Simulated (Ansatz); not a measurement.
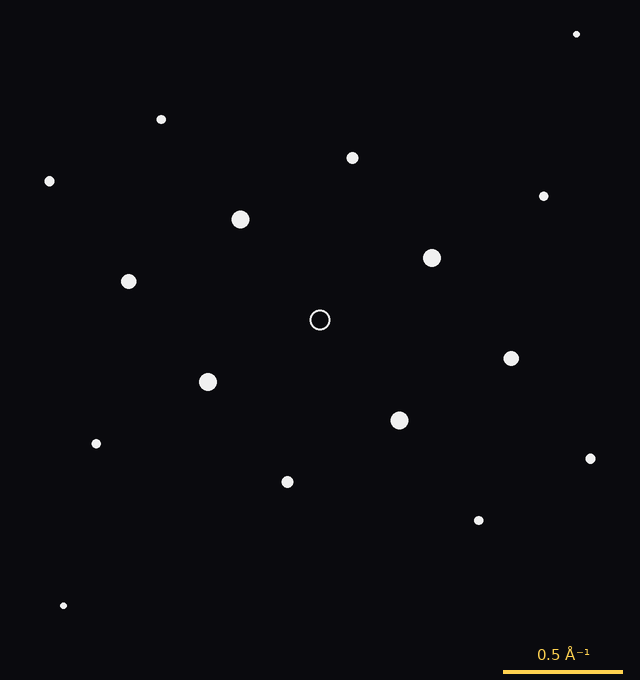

Computed electron diffraction pattern, 100 kV, single scattering only, B = 0.5 Å².

Phase: Co, space group P6_3/mmc (No. 194), a = 2.43 Å, c = 3.92 Å (hexagonal axes). Structure: coordinates from a relaxation with DFT LDA, scalar-relativistic, plane waves, PAW in Ansatz 0.2.0.

| atom | site | symmetry | x | y | z |
| --- | --- | --- | --- | --- | --- |
| Co | 2d | -6m2 | 0.3333 | 0.6667 | 0.7500 |

### Measure the pattern against the scale bar and name the zone.

The spots form a centred rectangular net with both shortest vectors at d = 1.85 Å, 80.6° apart. They index as 0 1 -1 and -1 1 1, so the zone axis is [211] (or an equivalent direction of <211>).

### List the strongest reflections.

Strongest reflections with d > 0.80 Å, one of each family (|F|² from tabulated Gaussian fits of the electron scattering factors, times a small damping for the curvature of the Ewald sphere):

```
    hkl  d (Å)  I (strongest = 100)
1 -1 -1  1.854                  100
 1 -2 0  1.215                   51
 1 0 -2  1.433                   19
2 -2 -2  0.927                    6
```
